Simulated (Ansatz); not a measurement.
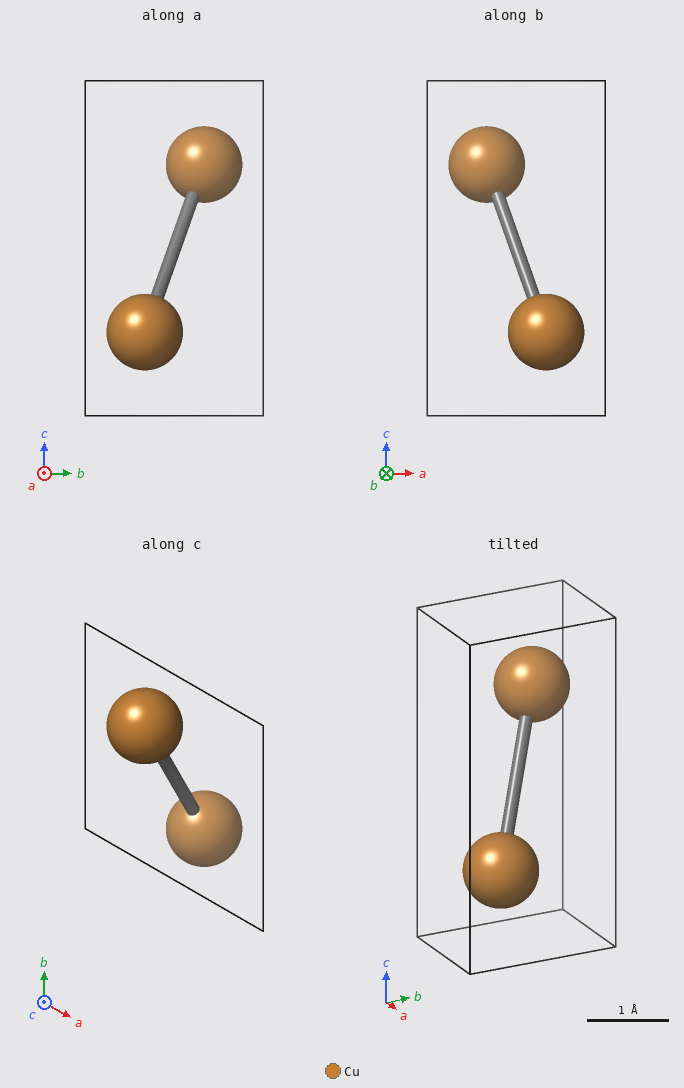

The image is a ball-and-stick drawing of a crystal, viewed along the a axis, along the b axis, along the c axis and slightly off an axis. Thin lines show the conventional unit cell, with boundary atoms drawn in all their periodic places.

Lattice parameters: a = 2.5690 Å, b = 2.5690 Å, c = 4.1889 Å, α = 90.000°, β = 90.000°, γ = 120.000°.

> Record the structure as a CIF in P1 with every atom of the cell.

```cif
data_structure
_symmetry_space_group_name_H-M 'P 1'
_symmetry_Int_Tables_number 1
_cell_length_a 2.5690
_cell_length_b 2.5690
_cell_length_c 4.1889
_cell_angle_alpha 90.000
_cell_angle_beta 90.000
_cell_angle_gamma 120.000
_cell_volume 23.94
loop_
_atom_site_label
_atom_site_type_symbol
_atom_site_fract_x
_atom_site_fract_y
_atom_site_fract_z
_atom_site_occupancy
Cu1 Cu 0.3333 0.6667 0.7500 1
Cu2 Cu 0.6667 0.3333 0.2500 1
```

The structure was taken from a structure type filled with this element by a generator (whether the element takes this form wasn't checked). It was relaxed at fixed volume with DFT r2SCAN, scalar-relativistic, plane waves, PAW (Ansatz).

At this level of theory the cell isn't at rest (stretched, at -6 GPa), so its distances can differ from those at equilibrium, the more so the softer the solid.
